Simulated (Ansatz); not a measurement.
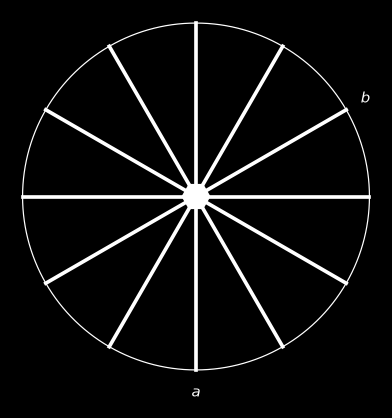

Stereographic projection: heavy lines are mirror planes (a heavy rim: a mirror in the plane of the page); lens, triangle, square and hexagon are 2-, 3-, 4- and 6-fold axes, a lens in an open square is −4, a triangle in an open hexagon −6; thin dashed diameters join the ends of axes that lie in the page; a small open circle marks inversion. The c axis points at the viewer. Computed from the symmetry operations of a computed or model structure of composition AlN, which need not be its known form.

Which point group is this?

Answer. 6mm (C6v), order 12, hexagonal system: one sixfold axis, six mirror planes.

Can such a crystal be piezoelectric, pyroelectric or chiral?

Answer. It is not centrosymmetric; polar, so pyroelectricity and piezoelectricity are allowed; it is not chiral.
